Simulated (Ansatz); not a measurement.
System: Ge₂Sb₂Te₅.

```
Ge Sb Te
1.0
     4.20246    0.00000    0.00000
    -2.10123    3.63944    0.00000
     0.00000    0.00000   17.09997
Ge Sb Te
2 2 5
Direct
  0.00000 0.00000 0.33809
  0.00000 0.00000 0.66191
  0.33333 0.66667 0.11674
  0.66667 0.33333 0.88326
  0.00000 0.00000 0.00000
  0.33333 0.66667 0.78107
  0.66667 0.33333 0.21893
  0.33333 0.66667 0.42071
  0.66667 0.33333 0.57929
```

Space group P-3m1; a structure from a database of computed crystals, not necessarily the ambient phase.

Computed with Ansatz 0.2.0, DFT PBEsol, scalar-relativistic, plane waves, PAW.

Question: What can the converged valence pseudo-density and electron localisation function tell about the bonding?

Answer: Ge–Te (2.81 Å): ρ is about 0.36 e/Å³ halfway; the ELF peaks at about 0.70 in the valence shell of Te, 1.3 Å from its nucleus, and is about 0.70 at the midpoint.
Sb–Te (2.99 Å): ρ at the midpoint is about 0.31 e/Å³; the ELF peaks at about 0.65 in the valence shell of Te, 1.3 Å from its nucleus, and is about 0.60 at the midpoint.
Sb–Te (3.14 Å): the density is about 0.24 e/Å³ at the midpoint; the ELF peaks at about 0.60 in the valence shell of Te, 1.3 Å from its nucleus, and is about 0.45 at the midpoint.
Ge–Te (3.17 Å): ρ is about 0.19 e/Å³ halfway; the ELF is about 0.35 at the midpoint.

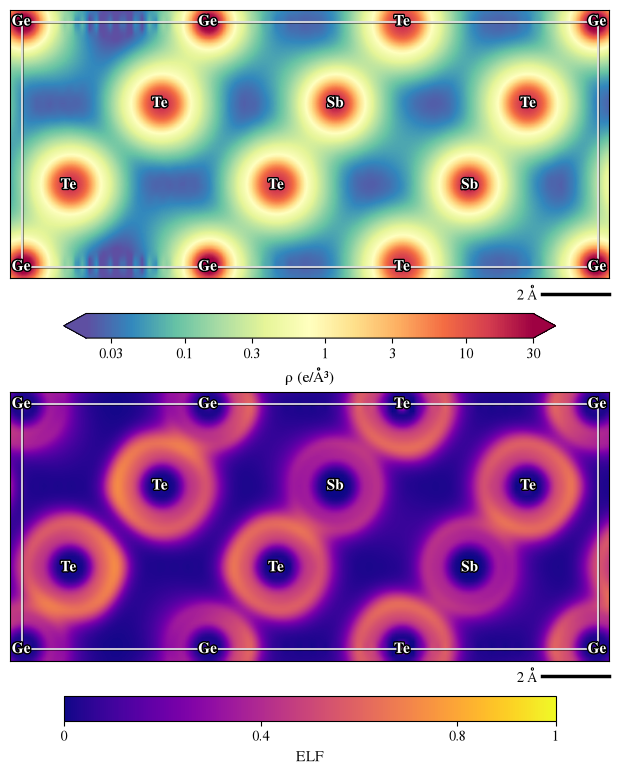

Computed valence pseudo-density and electron localisation function on the (110) plane of the conventional cell, in this order. 

The density is the valence pseudo-density of a PAW calculation; it isn't the true density close to the nuclei.
